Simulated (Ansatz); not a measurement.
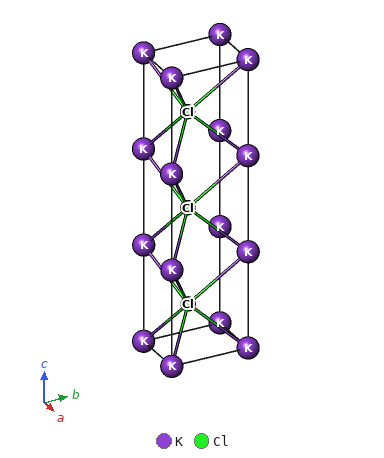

The figure gives a ball-and-stick picture of the atoms, viewed slightly off an axis. The lines enclose the unit cell; boundary atoms appear with their images. Cell: a = 4.51 Å, b = 4.51 Å, c = 12.40 Å, α = 90.00°, β = 90.00°, γ = 120.00°.

The geometry is that of a generated cell, made by putting these elements into a known structure type (the compound may or may not exist in this form), without relaxation. Ansatz was used for an electronic-structure calculation on it.

Give a description of the structure.

It has the composition KCl. Strictly the space group is P3_1 (No. 144, within 0.01 Å). It is a distorted form of a primitive hexagonal structure, space group P-6m2 (No. 187) within 0.25 Å: tungsten carbide (WC) type. Content of the cell: 3 K, 3 Cl (Z = 3). K sits among six Cl in a trigonal prismatic arrangement at about 3.3 Å. Each Cl atom is coordinated by six K in a trigonal prismatic arrangement at about 3.3 Å. The bonds build a three-dimensional framework.

Setup: DFT, PAW plane waves, PBE in Ansatz; an energy cutoff of 420 eV, k-grid 7×7×2, Fermi-Dirac smearing of 0.1 eV, no spin polarisation.

What is the band gap, if any?

An insulator at this level, with a gap of 4.47 eV on the k-mesh.

What are the atomic charges by Bader's partition?

K +0.86 e; Cl -0.86 e.

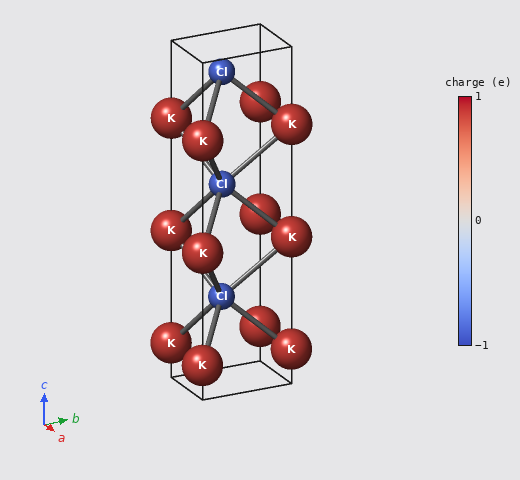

The atoms coloured by those charges. The run's cell of 6 atoms is drawn, so axes and origin can differ from the first picture.

Is the structure relaxed at this level of theory?

No. All forces vanish to within 0.01 eV/Å. The pressure is -1.4 GPa, so the cell would contract.
